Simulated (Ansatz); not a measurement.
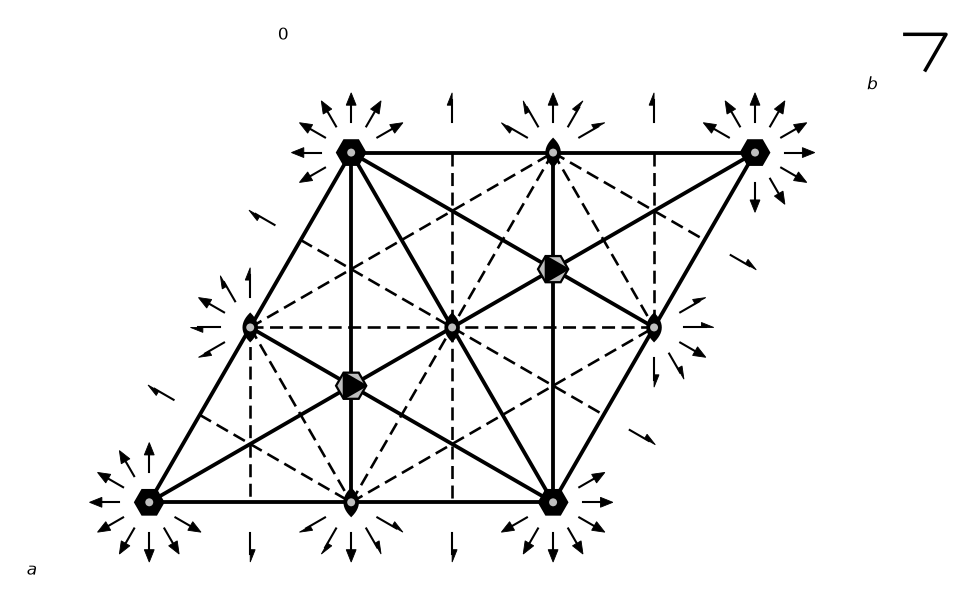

Symmetry elements of a space group, projected down c, computed from the operations of a computed or model structure of composition Cu, which need not be its known form.

Graphical symbols as in the International Tables (origin upper left, heights as fractions; handed screw axes are marked by their printed symbols).

Q: Which space group is it?

A: No. 191, P6/mmm; primitive hexagonal, point group 6/mmm, 24 general positions a cell.

Q: List the elements shown.

A: −6 axes along c at (1/3, 2/3), (2/3, 1/3); 6 axes along c at (0, 0); 2 axes along c at (0, 1/2), (1/2, 0), (1/2, 1/2); inversion centres at (0, 0), (0, 1/2), (1/2, 0), (1/2, 1/2); mirror planes holding c and [1 1 0] or [1 2 0] or [2 1 0] or [−1 1 0]; in-plane glide planes holding c and [1 1 0] or [1 2 0] or [2 1 0] or [−1 1 0]; mirror planes normal to a*, at x = 0; b glide planes normal to a*, at x = 1/2; mirror planes normal to b*, at y = 0; a glide planes normal to b*, at y = 1/2; a mirror plane normal to c at height 0; 2 axes along [1 1 0] at height 0; 2 axes along [1 2 0] at height 0; 2 axes along [2 1 0] at height 0; 2 axes along [−1 1 0] at height 0; 2 axes along a at height 0; 2 axes along b at height 0; 2₁ axes along [1 1 0] at height 0; 2₁ axes along [1 2 0] at height 0; 2₁ axes along [2 1 0] at height 0; 2₁ axes along [−1 1 0] at height 0; 2₁ axes along a at height 0; 2₁ axes along b at height 0. Heights repeat every half period; positions are (a, b) fractions, modulo 1.

Q: Write the general positions (in any order).

A: x, y, z; −x, −y, −z; x−y, x, z; −x+y, −x, −z; −y, x−y, z; y, −x+y, −z; −x, −y, z; x, y, −z; −x+y, −x, z; x−y, x, −z; y, −x+y, z; −y, x−y, −z; −y, −x, −z; y, x, z; −x, −x+y, −z; x, x−y, z; −x+y, y, −z; x−y, −y, z; y, x, −z; −y, −x, z; x, x−y, −z; −x, −x+y, z; x−y, −y, −z; −x+y, y, z
